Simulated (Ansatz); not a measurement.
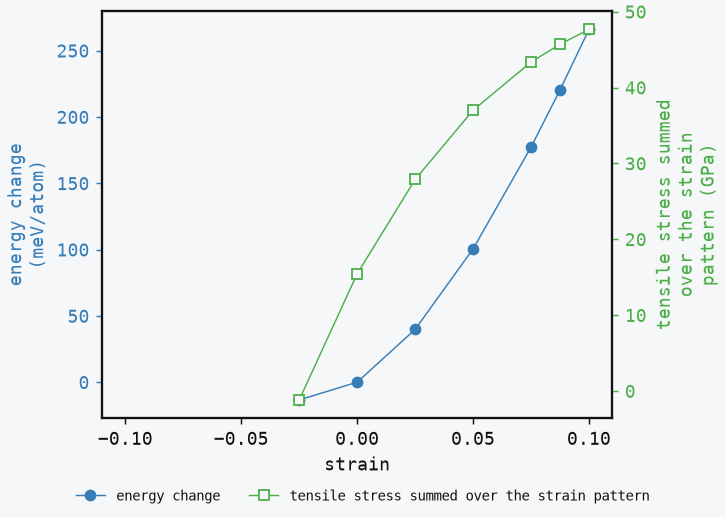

The picture above shows the energy change and tensile stress summed over the strain pattern against strain for Cu, space group I4/mmm (No. 139).

Starting cell:
```
CELL_PARAMETERS angstrom
-1.44279 1.44279 1.37608
1.44279 -1.44279 1.37608
1.44279 1.44279 -1.37608
ATOMIC_POSITIONS crystal
Cu 0.00000 0.00000 0.00000
```

How it was computed, with Ansatz 0.2.0: homogeneous strain of a crystal along one Voigt pattern with engineering shear, fractional coordinates fixed, by plane-wave density functional theory with PAW datasets, free energies less that of the undisturbed cell; scalar-relativistic. Level: LDA, no spin polarisation.

wave cutoff 420 eV; k mesh 24×24×24; occupations Gaussian; smearing width 0.15 eV; k shift (0, 0, 0) (mesh steps); start as given; strain pattern (1, 1, 0, 0, 0, 0) (xx yy zz yz xz xy with engineering shear).

The points at strain −0.1000, −0.0750 and −0.0500 are left out of the plot. What values does the calculation give there?

```
 strain  energy change (meV/atom)  tensile stress summed over the strain pattern (GPa)
-0.1000                       185                                                  -91
-0.0750                        70                                                  -53
-0.0500                         7                                                  -23
```

Caveats: reference crystal is not relaxed.
